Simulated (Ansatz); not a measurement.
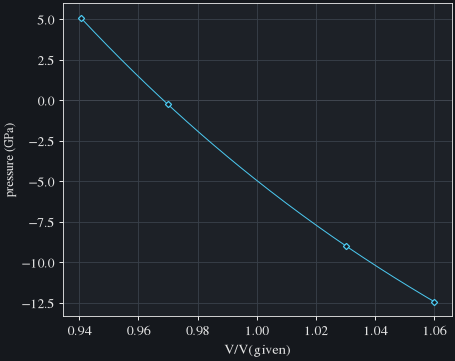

The figure shows the pressure against V/V(given) for HfH₂, space group I4/mmm (No. 139).

The given structure:
```
Hf H
1.0
    -1.73070    1.73070    2.14480
     1.73070   -1.73070    2.14480
     1.73070    1.73070   -2.14480
Hf H
1 2
Direct
  0.00000 0.00000 0.00000
  0.25000 0.75000 0.50000
  0.75000 0.25000 0.50000
```

Computed with Ansatz 0.2.0: periodic Kohn-Sham DFT of a crystal at fixed atoms, scaled to the stated factor times the given cell; pressure positive in compression. Level: LDA.

- method: frozen-core PAW
- relativity: scalar
- k mesh: 15×15×15
- occupations: Fermi–Dirac
- smearing width: 0.03 eV
- wave cutoff: 420 eV
- PAW set: soft_2

V(given) is 8.57 Å³/atom.

From this curve and the settings, what does the calculation give for the largest field gradient Vzz at the same points?

The largest field gradient Vzz rises from −3.653 1e21 V/m² at V/V(given) 0.941 to −3.407 1e21 V/m² at 1.060.

| V/V(given) | largest field gradient Vzz (1e21 V/m²) |
| --- | --- |
| 0.941 | −3.653 |
| 0.970 | −3.601 |
| 1.030 | −3.484 |
| 1.060 | −3.407 |

Caveats: PAW files made with PBE; field gradient without spin-orbit coupling on heavy atoms; no gap: field gradients move with the k mesh; no spin-orbit coupling on heavy atoms; shape and atomic fractions are frozen while scaling, which makes layered, chain and framework solids too stiff.
